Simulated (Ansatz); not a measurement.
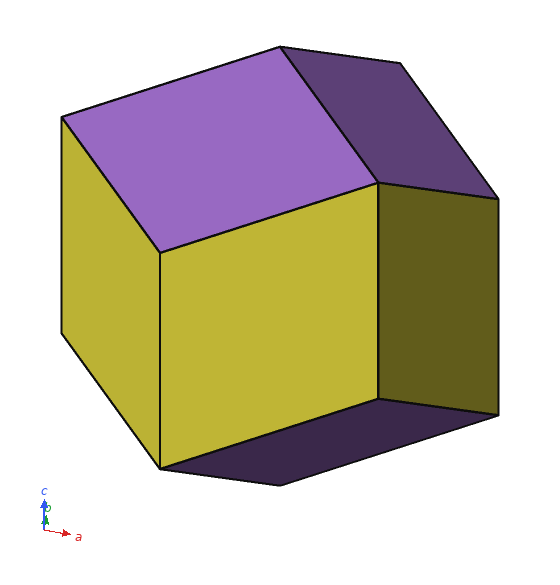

BFDH (Bravais–Friedel–Donnay–Harker) growth shape, computed from the cell and space group alone: each face lies at a distance from the centre proportional to 1/d(hkl), with d taken for the first order that the space group does not extinguish. It ignores bonding, solvent and kinetics. Faces of one form share a colour. Cell of Cs: space group R-3m (No. 166), a = 8.641 Å, b = 8.641 Å, c = 5.351 Å, α = 90.00°, β = 90.00°, γ = 120.00°. Source: coordinates from a relaxation with DFT PBE, scalar-relativistic, plane waves, PAW in Ansatz; the starting structure was generated, so it need not be a known form of this composition. Forms under 0.4 % of the area are left out.

> Index the forms that can be seen.

purple: {101} (d = 4.35 Å, 51 % of the area); yellow: {110} (d = 4.32 Å, 49 % of the area).
